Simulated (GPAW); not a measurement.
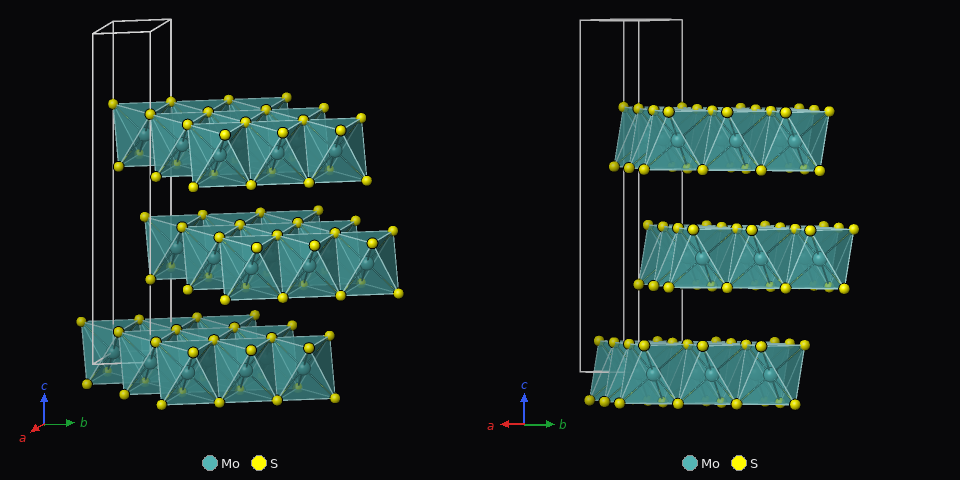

Polyhedra are drawn about Mo (bonds: Mo–S below 2.7 Å); other atoms are plain spheres. Two views of the same piece.

The compound is MoS₂ (space group R-3m, No. 166), taken as an entry of the Crystallography Open Database, as set up for an electronic-structure calculation.

What figure surrounds each Mo atom, and what does it share with the other drawn polyhedra?

Mo: MoS6 octahedron, sharing edges with six neighbours.

What is the connectivity of the polyhedra: isolated, groups, chains, layers or framework?

They form layers of edge-sharing octahedra parallel to (001).

How far apart are the centres of linked polyhedra?

Centre to centre across a shared edge: 3.17 Å.
